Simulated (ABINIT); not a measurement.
# Quasiparticle gap of CdS (Hawleyite) in ABINIT

Aim: the G0W0 gap of CdS (Hawleyite) on PBE, step by step.

Calculated with ABINIT 10.8.3; PBE and many-body steps on it, plane waves.

**The experiments to reproduce.**

- Gap 2.42 eV: optical gap from inflexion point of photoacoustic spectrum, as-grown film; photoacoustic spectroscopy; film (as-grown chemical bath deposited film, about 0.25 um thick, deposited at 80 C) (“Study of the band--gap shift in CdS films: Influence of thermal annealing in different atmospheres”, 1995, arxiv:cond-mat/9501125).

Report form: the programs' logs are mostly left out.

### 1. The starting structure

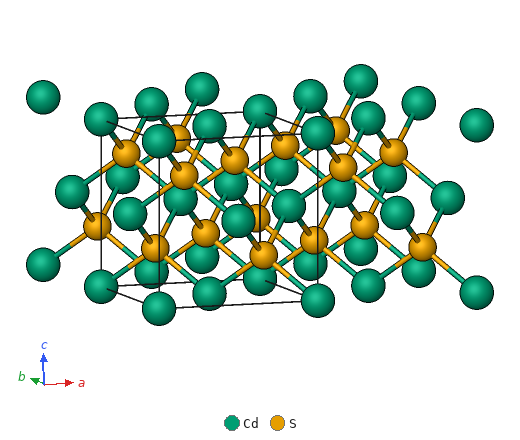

Start, viewed slightly off an axis; cadmium teal, sulfur orange. 2×2×1 cells are drawn. This picture shows the conventional cell, with its axes. Bonds to atoms that aren't drawn are left out. Some periodic images of atoms are drawn too.

The cell and positions come from the Crystallography Open Database and are kept as given unless a step says otherwise.

### 2. Ground state

This step: ABINIT 10.8.3; DFT, PBE, plane waves, norm-conserving pseudopotentials.

The ground-state density comes first.

The input, run.abi:

```
acell 3*1.0 Angstrom
rprim 
  -0.000000000000 2.916500000000 2.916500000000
  2.916500000000 -0.000000000000 2.916500000000
  2.916500000000 2.916500000000 -0.000000000000
ntypat 2
znucl 48 16
natom 2
typat 1 2
xred 
  0.000000000000 0.000000000000 0.000000000000
  0.250000000000 0.250000000000 0.250000000000
pp_dirpath "pseudos"
pseudos "Cd.upf, S.upf"
ecut 47
ngkpt 6 6 6
nshiftk 1
shiftk 0 0 0
kptopt 1
chksymbreak 0
nband 18
occopt 1
tolvrs 1e-10
nstep 60
prtwf 0
indata_prefix "in"
outdata_prefix "out"
tmpdata_prefix "tmp"
```

Started as:

```sh
$ OMP_NUM_THREADS=1 mpirun -n 8 abinit run.abi > log
```

It took 11 s on 8 MPI ranks of Arm Neoverse V2, shared host; peak memory 0.69 GiB.

This step gave:

```yaml
total_energy: -5072.6803 eV
gap: 1.145 eV
k_of_the_valence_top: 0, 0, 0
k_of_the_conduction_bottom: 0, 0, 0
least_direct_gap: 1.145 eV
pressure: 2.550 GPa
```

The gap is direct, at Γ.

The cutoff was set for levels, not for stress, so the pressure can be off by some GPa.

### 3. Bands along the symmetry lines

The cheap functional maps the bands first; the places of the edges decide which points the dearer methods must see.

The input, run.abi:

```
acell 3*1.0 Angstrom
rprim 
  -0.000000000000 2.916500000000 2.916500000000
  2.916500000000 -0.000000000000 2.916500000000
  2.916500000000 2.916500000000 -0.000000000000
ntypat 2
znucl 48 16
natom 2
typat 1 2
xred 
  0.000000000000 0.000000000000 0.000000000000
  0.250000000000 0.250000000000 0.250000000000
pp_dirpath "pseudos"
pseudos "Cd.upf, S.upf"
ecut 47
iscf -2
irdden 1
kptopt 0
nkpt 50
kpt 
  0.00000000 0.00000000 0.00000000
  -0.06250000 -0.06250000 0.00000000
  -0.12500000 -0.12500000 0.00000000
  -0.18750000 -0.18750000 0.00000000
  -0.25000000 -0.25000000 0.00000000
  -0.31250000 -0.31250000 0.00000000
  -0.37500000 -0.37500000 0.00000000
  -0.43750000 -0.43750000 0.00000000
  -0.50000000 -0.50000000 0.00000000
  -0.48437500 -0.48437500 0.03125000
  -0.46875000 -0.46875000 0.06250000
  -0.45312500 -0.45312500 0.09375000
  -0.43750000 -0.43750000 0.12500000
  -0.42187500 -0.42187500 0.15625000
  -0.40625000 -0.40625000 0.18750000
  -0.39062500 -0.39062500 0.21875000
  -0.37500000 -0.37500000 0.25000000
  -0.37500000 0.00000000 0.37500000
  -0.32812500 0.00000000 0.32812500
  -0.28125000 0.00000000 0.28125000
  -0.23437500 0.00000000 0.23437500
  -0.18750000 0.00000000 0.18750000
  -0.14062500 0.00000000 0.14062500
  -0.09375000 0.00000000 0.09375000
  -0.04687500 0.00000000 0.04687500
  0.00000000 0.00000000 0.00000000
  0.00000000 0.00000000 0.06250000
  0.00000000 0.00000000 0.12500000
  0.00000000 0.00000000 0.18750000
  0.00000000 0.00000000 0.25000000
  0.00000000 0.00000000 0.31250000
  0.00000000 0.00000000 0.37500000
  0.00000000 0.00000000 0.43750000
  0.00000000 0.00000000 0.50000000
  -0.06250000 -0.03125000 0.46875000
  -0.12500000 -0.06250000 0.43750000
  -0.18750000 -0.09375000 0.40625000
  -0.25000000 -0.12500000 0.37500000
  -0.31250000 -0.15625000 0.34375000
  -0.37500000 -0.18750000 0.31250000
  -0.43750000 -0.21875000 0.28125000
  -0.50000000 -0.25000000 0.25000000
  -0.50000000 -0.28125000 0.21875000
  -0.50000000 -0.31250000 0.18750000
  -0.50000000 -0.34375000 0.15625000
  -0.50000000 -0.37500000 0.12500000
  -0.50000000 -0.40625000 0.09375000
  -0.50000000 -0.43750000 0.06250000
  -0.50000000 -0.46875000 0.03125000
  -0.50000000 -0.50000000 0.00000000
istwfk *1
nband 23
nbdbuf 5
tolwfr 1e-07
nstep 50
prtwf 0
prtvol 0
indata_prefix "in"
outdata_prefix "out"
tmpdata_prefix "tmp"
```

The job ended after 15 s (8 MPI ranks; peak memory 0.62 GiB).

Numbers from this step:

| Item | Value |
| --- | --- |
| gap | 1.145 eV |
| k of the valence top | 0, 0, 0 |
| k of the conduction bottom | 0, 0, 0 |
| least direct gap | 1.145 eV |

The gap is 1.145 eV, as in the run before at this level.

Electronic bands along the path, in eV, zero at the top of the highest filled band:

| point | band 10 | band 11 | band 12 | band 13 | band 14 | band 15 | band 16 | band 17 |
| --- | --- | --- | --- | --- | --- | --- | --- | --- |
| Γ | -7.24 | 0.00 | 0.00 | 0.00 | 1.14 | 6.53 | 6.53 | 6.53 |
| X | -6.80 | -3.95 | -1.88 | -1.88 | 3.56 | 4.35 | 9.20 | 10.77 |
| U | -6.67 | -3.93 | -2.53 | -1.52 | 4.24 | 5.45 | 8.48 | 9.01 |
| jump to K | -6.67 | -3.93 | -2.53 | -1.52 | 4.24 | 5.45 | 8.48 | 9.01 |
| Γ | -7.24 | 0.00 | 0.00 | 0.00 | 1.14 | 6.53 | 6.53 | 6.53 |
| L | -6.86 | -4.39 | -0.75 | -0.75 | 3.01 | 7.00 | 7.00 | 7.46 |
| W | -6.61 | -3.89 | -2.26 | -2.18 | 5.42 | 5.43 | 7.23 | 8.04 |
| X | -6.80 | -3.95 | -1.88 | -1.88 | 3.56 | 4.35 | 9.20 | 10.77 |

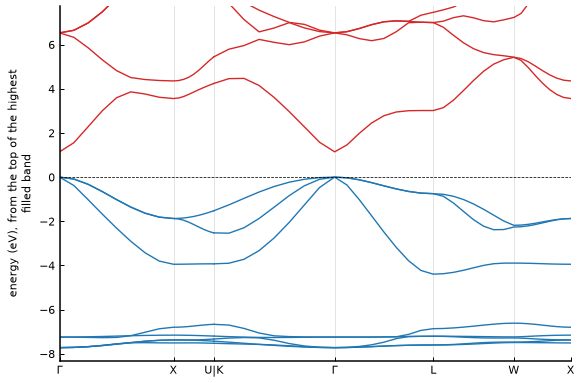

Electronic bands along the path; lines of filled and empty bands in two colours.

### 4. Empty states on the mesh, 4×4×4 mesh, 293 bands

The sums over transitions need many empty states on a uniform mesh; this step solves for them.

The input, run.abi:

```
acell 3*1.0 Angstrom
rprim 
  -0.000000000000 2.916500000000 2.916500000000
  2.916500000000 -0.000000000000 2.916500000000
  2.916500000000 2.916500000000 -0.000000000000
ntypat 2
znucl 48 16
natom 2
typat 1 2
xred 
  0.000000000000 0.000000000000 0.000000000000
  0.250000000000 0.250000000000 0.250000000000
pp_dirpath "pseudos"
pseudos "Cd.upf, S.upf"
ecut 47
ngkpt 4 4 4
nshiftk 1
shiftk 0 0 0
kptopt 1
chksymbreak 0
irdden 1
istwfk *1
nband 293
prtvol 0
optdriver 6
gwr_task "HDIAGO"
paral_kgb 0
occopt 1
indata_prefix "in"
outdata_prefix "out"
tmpdata_prefix "tmp"
```

The job ended after 1.9 min (8 MPI ranks; peak memory 12 GiB; 15 min of CPU time).

Numbers from this step:

```
gap                                                           : 1.145 eV
k of the valence top                                          : 0, 0, 0
k of the conduction bottom                                    : 0, 0, 0
least direct gap                                              : 1.145 eV
k points computed                                             : 8
lowest point of the top converged band, above the valence top : 168.4111 eV
```

On this mesh the gap is 1.145 eV.

### 5. Screening, 4×4×4 mesh, 285 bands, screening to 244.9 eV

The RPA dielectric matrix is built and inverted for each q.

This step: RPA screening on PBE, plane waves, norm-conserving pseudopotentials.

run.abi: that of step 4 with these lines changed.

```diff
@@ -20,10 +20,11 @@
 chksymbreak 0
-irdden 1
 istwfk *1
-nband 293
-prtvol 0
-optdriver 6
-gwr_task "HDIAGO"
-paral_kgb 0
 occopt 1
+irdwfk 1
+optdriver 3
+nband 285
+ecuteps 9
+inclvkb 2
+awtr 1
+symchi 1
 indata_prefix "in"
```

Wall time 1.8 min (8 MPI ranks); peak memory 3.3 GiB; 15 min of CPU time.

Numbers from this step:

| Property | Result |
| --- | --- |
| ε∞ with local fields, on this mesh, along the program's q direction | 11.07 |
| the same without local fields | 11.78 |
| plasma frequency | 26.88 eV |
| plane waves in the screening matrix | 411 |

Local fields lower ε∞ by 6 %. On a Γ-centred mesh this coarse the value itself is usually too large, while a short band sum pulls it down.

### 6. Self-energy, 4×4×4 mesh, 285 bands, screening to 244.9 eV

The self-energy is evaluated for the states that the input lists, and the levels follow from it, in one-shot runs by the linearised quasiparticle equation.

This step: G0W0 on PBE, plane waves, norm-conserving pseudopotentials.

run.abi: that of step 5 with these lines changed.

```diff
@@ -23,8 +23,29 @@
 irdwfk 1
-optdriver 3
+optdriver 4
 nband 285
+gwcalctyp 0
+ecutsigx 47
+symsigma 1
+nkptgw 8
+kptgw 
+  0.0000000000 0.0000000000 0.0000000000
+  0.2500000000 0.0000000000 0.0000000000
+  0.5000000000 0.0000000000 0.0000000000
+  0.2500000000 0.2500000000 0.0000000000
+  0.5000000000 0.2500000000 0.0000000000
+  -0.2500000000 0.2500000000 0.0000000000
+  0.5000000000 0.5000000000 0.0000000000
+  -0.2500000000 0.5000000000 0.2500000000
+bdgw 
+  6 23
+  6 23
+  6 23
+  6 23
+  6 23
+  6 23
+  6 23
+  6 23
 ecuteps 9
-inclvkb 2
-awtr 1
-symchi 1
+irdscr 1
+ppmodel 1
 indata_prefix "in"
```

The job ended after 12 min (8 MPI ranks; peak memory 4.2 GiB).

Numbers from this step:

- G0W0 gap on the mesh: 2.151 eV
- starting gap on the mesh: 1.145 eV
- k of the valence top: 0, 0, 0
- k of the conduction bottom: 0, 0, 0
- Z at the valence top: 0.78
- Z at the conduction bottom: 0.812
- least direct G0W0 gap on the computed points: 2.151 eV

The gap on the mesh goes from 1.14 eV to 2.15 eV, a correction of +1.01 eV.

Limits: finite bands, cutoff and mesh; no spin-orbit coupling; coarse k mesh. v1 is the top filled band, c1 the lowest empty one. Levels before and after the correction, in eV, zero at the valence-band top of each column:

|  | conduction bottom | valence top |
| --- | --- | --- |
| Kohn-Sham | 1.14 | 0.00 |
| G0W0 | 2.15 | 0.00 |

|  | level | energy (eV) |
| --- | --- | --- |
| Kohn-Sham | Γ v4 | -7.244 |
| Kohn-Sham | Γ v3-v1 | 0.000 |
| Kohn-Sham | Γ c1 | 1.145 |
| Kohn-Sham | Γ c2-c4 | 6.531 |
| G0W0 | Γ v4 | -7.654 |
| G0W0 | Γ v3-v1 | 0.000 |
| G0W0 | Γ c1 | 2.151 |
| G0W0 | Γ c2-c4 | 7.792 |

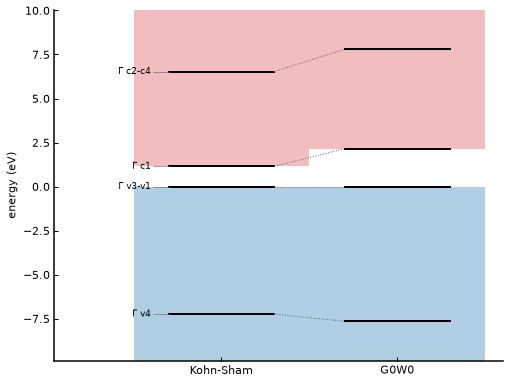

Levels before and after the correction. Shaded: valence and conduction bands.

### 7. Where the time went

Times are wall times on 8 MPI ranks of Arm Neoverse V2, shared host, good to a factor of about two.

| step | time | share | memory (GiB) |
| --- | --- | --- | --- |
| ground state | 11 s | 1 % | 0.69 |
| bands along the symmetry lines | 15 s | 2 % | 0.62 |
| empty states on the mesh | 1.9 min | 12 % | 12 |
| screening | 1.8 min | 11 % | 3.3 |
| self-energy | 12 min | 74 % | 4.2 |

### 8. Summary of results

```
PBE gap              : 1.14 eV, direct
G0W0 gap on the mesh : 2.15 eV
GW settings          : 4×4×4 mesh, 285 bands, screening to 244.9 eV, Godby-Needs plasmon pole
known limits         : not at the basis limit; no spin-orbit coupling; coarse k mesh
```

What this shows: G0W0 moves the gap on the mesh from 1.14 eV to 2.15 eV (+1.01 eV), with Z of 0.78 and 0.81 at the edges. Local fields lower the RPA ε∞ on this mesh from 11.78 to 11.07; a Γ-centred mesh this coarse tends to raise both, most where the direct gap is narrow, while a short band sum lowers them. The dearest step here is «self-energy». Against experiment, by G0W0@PBE: the gap of 2.15 eV lies −0.27 eV from the measured 2.42 eV (optical, 1995). An exciton line or allowed optical edge lies below the quasiparticle gap by the binding energy; a forbidden edge can push the onset above it. The calculation has static nuclei and no excitons; a measured gap holds zero-point and thermal motion, which mostly lowers it. Bands and cutoff are finite, so the gap is not at the basis limit. The miss can reach some tenths of an eV and take either sign; the mesh is an error of its own. The 4×4×4 mesh is coarse for this cell, which bears on the long-range parts of exchange and screening. The many-body steps are scalar-relativistic: spin-orbit coupling is not in them.

[Paths, hosts, dates, memory and timing lines, banners, echoed tables and standing remarks are left out of the program output.]

[Logs are printed without paths, hosts, clocks, repeated set-up lines and the standing remarks that a program may print on its own settings, such as how far it seeks lower states.]

[Runs of the session that timed out or met a known fault of the program may be left out.]

[Hosts, paths, dates, database ids (printed as entryN), source tags and the programs' standing remarks are cut or masked in the printed files.]

[G0W0 gaps are taken among the corrected bands and points alone; a level outside them can change the order at an edge.]

[Where Ansatz stands beside ABINIT at settings called matched, ABINIT's density can come from a denser mesh and the files from another edition; pairs whose starting gaps differed by over 0.03 eV were left out, so agreement reads better than it is.]
